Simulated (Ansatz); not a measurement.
**Ni (interface cell): density, localisation and related maps**

```yaml
crystal:
  lattice:
    - [3.46315, 0.00000, 0.00000]
    - [-1.73157, 3.87191, 0.00000]
    - [0.00000, 0.00000, 15.99382]
  atoms:
    - { symbol: Ni, position: [0.39992, 0.79983, 0.06969] }
    - { symbol: Ni, position: [0.20015, 0.40030, 0.27005] }
    - { symbol: Ni, position: [0.69683, 0.39366, 0.03827] }
    - { symbol: Ni, position: [0.49985, 0.99970, 0.22045] }
    - { symbol: Ni, position: [0.89875, 0.79749, 0.31662] }
    - { symbol: Ni, position: [0.80125, 0.60251, 0.17388] }
    - { symbol: Ni, position: [0.60417, 0.20834, 0.36635] }
    - { symbol: Ni, position: [0.09583, 0.19166, 0.12414] }
    - { symbol: Ni, position: [0.30008, 0.60017, 0.42081] }
    - { symbol: Ni, position: [0.00317, 0.00634, 0.45223] }
    - { symbol: Ni, position: [0.89992, 0.79983, 0.92081] }
    - { symbol: Ni, position: [0.70015, 0.40030, 0.72045] }
    - { symbol: Ni, position: [0.19683, 0.39366, 0.95223] }
    - { symbol: Ni, position: [0.99985, 0.99970, 0.77005] }
    - { symbol: Ni, position: [0.39875, 0.79749, 0.67388] }
    - { symbol: Ni, position: [0.30125, 0.60251, 0.81662] }
    - { symbol: Ni, position: [0.10417, 0.20834, 0.62414] }
    - { symbol: Ni, position: [0.59583, 0.19166, 0.86635] }
    - { symbol: Ni, position: [0.80008, 0.60017, 0.56969] }
    - { symbol: Ni, position: [0.50317, 0.00634, 0.53827] }
```

Spin-polarised.

Computed with Ansatz 0.2.0, DFT PBEsol, scalar-relativistic, plane waves, PAW.

The density is the valence pseudo-density of a PAW calculation; it isn't the true density close to the nuclei.

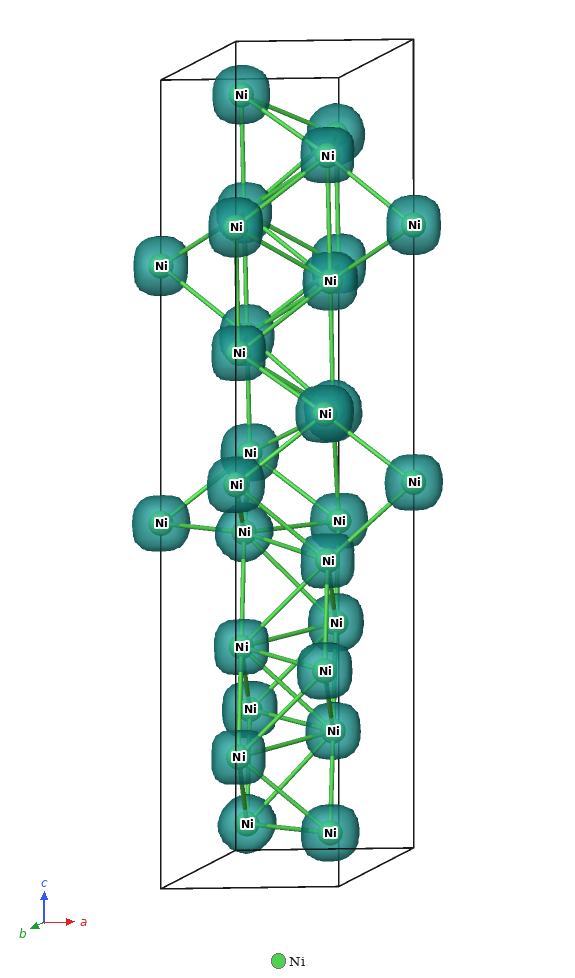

Figure 1. Isosurface of the spin density (up minus down) at +0.2 e/Å³ (teal), seen at an oblique angle. Sticks mark near contacts.

Q: Where is the spin, and how is it ordered?

A: The spin density sits on Ni: +0.7 μB (×20) in one cell of 20 atoms: parallel main moments (a ferromagnetic arrangement) in this solution. The cell of the calculation (20 atoms) carries 12.4 μB of net spin moment.

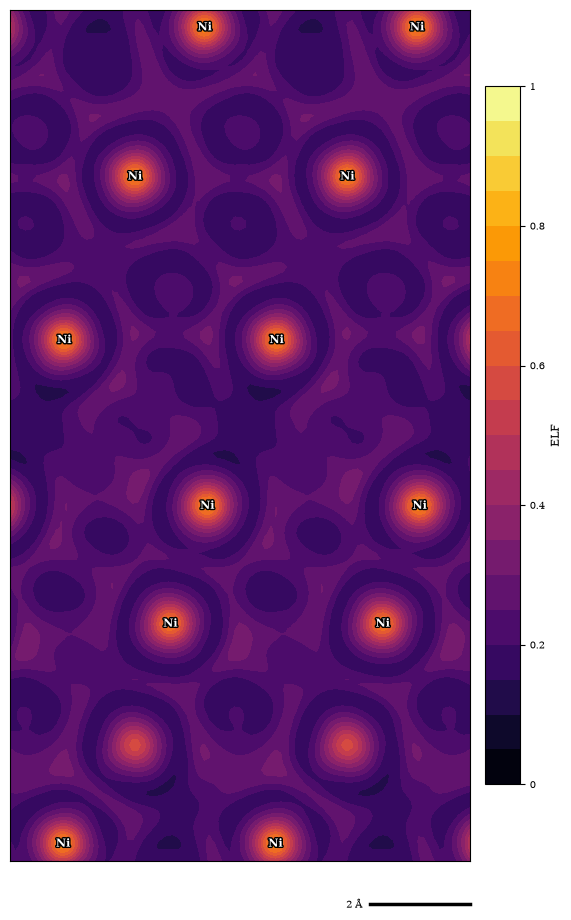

Figure 2. Electron localisation function on the (101) plane of the calculation cell.

Q: What does the map show?

A:
- The plane passes through Ni nuclei.
- Atoms just off the plane (Ni, 0.3 Å away) can leave unmarked features too.
- Ni–Ni (2.47 Å): the ELF is about 0.25 at the midpoint (no shared electron pair shows on this line).
- The features right at Ni lie inside the PAW spheres, where the map follows smoothed inner orbitals and isn't to be read closely.

Q: Does the calculation make it a metal, or give it a gap?

A: It is metallic or semimetallic at this level of theory: no gap opens.
